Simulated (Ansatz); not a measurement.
Program: Ansatz.

```
crystal:
  lattice:
    - [2.5068463376, 0.0, 0.0]
    - [-1.2534231688, 2.1709926118, 0.0]
    - [0.0, 0.0, 38.2014525513]
  atoms:
    - { symbol: C, position: [0.3333333333, 0.6666666667, 0.1963276132] }
    - { symbol: C, position: [0.0, 0.0, 0.2098602934] }
    - { symbol: C, position: [0.0, 0.0, 0.2501069766] }
    - { symbol: C, position: [0.6666666667, 0.3333333333, 0.2635579325] }
    - { symbol: C, position: [0.6666666667, 0.3333333333, 0.3038046157] }
    - { symbol: C, position: [0.3333333333, 0.6666666667, 0.3173372959] }
    - { symbol: C, position: [0.3333333333, 0.6666666667, 0.3582143768] }
    - { symbol: C, position: [0.6666666667, 0.3333333333, 0.3717513278] }
    - { symbol: C, position: [0.6666666667, 0.3333333333, 0.4119708084] }
    - { symbol: C, position: [0.0, 0.0, 0.4255077595] }
    - { symbol: C, position: [0.0, 0.0, 0.4663848404] }
    - { symbol: C, position: [0.6666666667, 0.3333333333, 0.4799175206] }
    - { symbol: C, position: [0.6666666667, 0.3333333333, 0.5201642038] }
    - { symbol: C, position: [0.3333333333, 0.6666666667, 0.5336151596] }
    - { symbol: C, position: [0.3333333333, 0.6666666667, 0.5738618429] }
    - { symbol: C, position: [0.0, 0.0, 0.5873945231] }
    - { symbol: C, position: [0.0, 0.0, 0.6282716039] }
    - { symbol: C, position: [0.3333333333, 0.6666666667, 0.641808555] }
    - { symbol: C, position: [0.3333333333, 0.6666666667, 0.6820280356] }
    - { symbol: C, position: [0.6666666667, 0.3333333333, 0.6955649867] }
    - { symbol: C, position: [0.6666666667, 0.3333333333, 0.7364420675] }
    - { symbol: C, position: [0.3333333333, 0.6666666667, 0.7499747477] }
    - { symbol: C, position: [0.3333333333, 0.6666666667, 0.7902214309] }
    - { symbol: C, position: [0.0, 0.0, 0.8036723868] }
basis:
  ecutwfc: 420
kpoints:
  mp_grid: { grid: [12, 12, 1] }
hamiltonian:
  xc: pbesol
scf:
  occupations: { method: fixed }
  max_iter: 62
output:
  forces: true
  stress: true
  eigenvalues: true
efield:
  axis: 3
  dipole_correction: true
  ramp_width: 0.04
```

Command:
```bash
ansatz run input.yaml --threads 2 --pin off --max-ram 5120MiB --backend cpu --events-out ev --progress --plain --runs-dir out
```

- system: C (slab, 24 atoms in the cell)
- method: Ansatz, DFT PBEsol, scalar-relativistic, plane waves, PAW; cutoff 420 eV, 12×12×1 k-mesh, fixed occupations

Q: Will this run converge, and how?

A: Not converged after 62 iterations. After 6 sharp jumps up on the way, the residual stalls around 100 from about step 44 on.

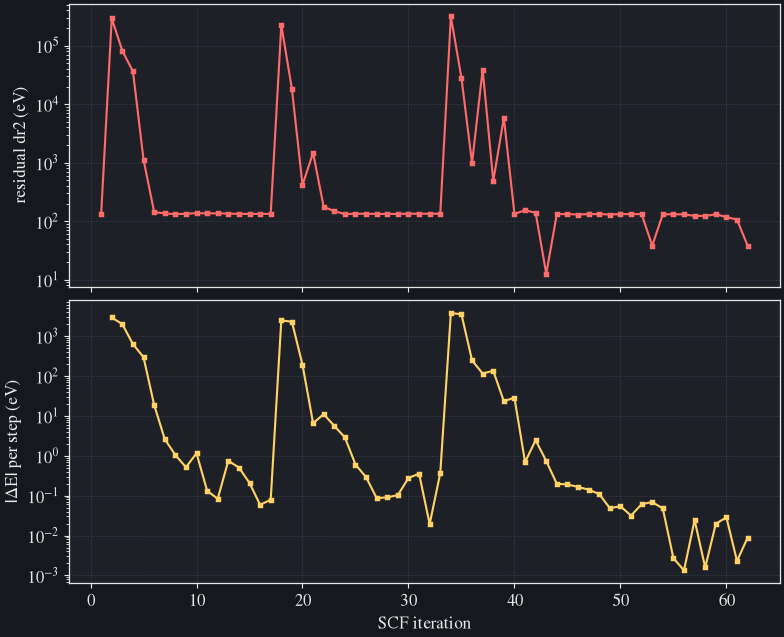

SCF iterations of a calculation: density residual dr2, step-to-step change of the Harris–Foulkes energy. The starting density is a sum of atomic densities corrected by a trained network.
